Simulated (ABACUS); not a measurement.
System: SnO, space group P4/nmm, 4 atoms in the cell. The cell is scaled at fixed shape and fractional positions. At 18.12 Å³/atom, a = 3.839 Å, c = 4.919 Å (tetragonal axes). Computed with ABACUS 3.10.1: r2SCAN, SG15 ONCV 1.2 PBE, no spin polarisation, no spin-orbit coupling, 4×4×4 k mesh, 1320 eV cutoff.

At 18.12 Å³/atom the lowest conduction levels at the points plotted lie 0.62 eV (M), 2.03 eV (Z), 2.34 eV (Γ) and 2.94 eV (A) above the valence top at Γ.

Question: How does each level move from 17.41 Å³/atom to 18.84 Å³/atom?

Answer: M rises by 0.28 eV, Z rises by 0.11 eV, Γ falls by 0.10 eV and A rises by 0.20 eV. Straight lines against ln V have slopes of +3.6 eV at M, +1.4 eV at Z, −1.2 eV at Γ and +2.6 eV at A. The lowest is the one at M, over the whole range, so among these points the gap stays indirect.

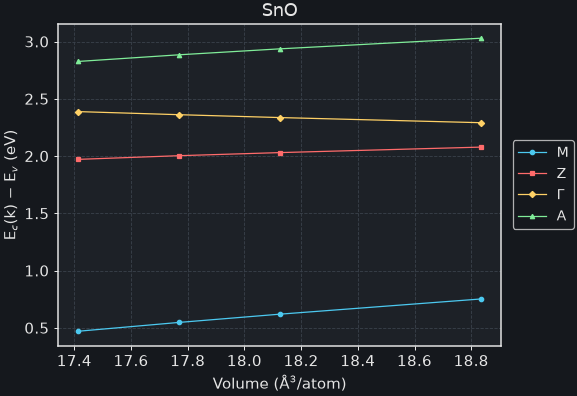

Lowest conduction level at each named k point, counted from the valence-band top at Γ.

| volume | M (eV) | Z (eV) | Γ (eV) | A (eV) |
| --- | --- | --- | --- | --- |
| 17.41 Å³/atom | 0.47 | 1.97 | 2.39 | 2.83 |
| 17.77 Å³/atom | 0.55 | 2.00 | 2.36 | 2.89 |
| 18.12 Å³/atom | 0.62 | 2.03 | 2.34 | 2.94 |
| 18.84 Å³/atom | 0.75 | 2.08 | 2.29 | 3.03 |

The potentials were made for another functional. LDA, GGA and most meta-GGA functionals understate gaps. The usual form of SnO is litharge (tetragonal).
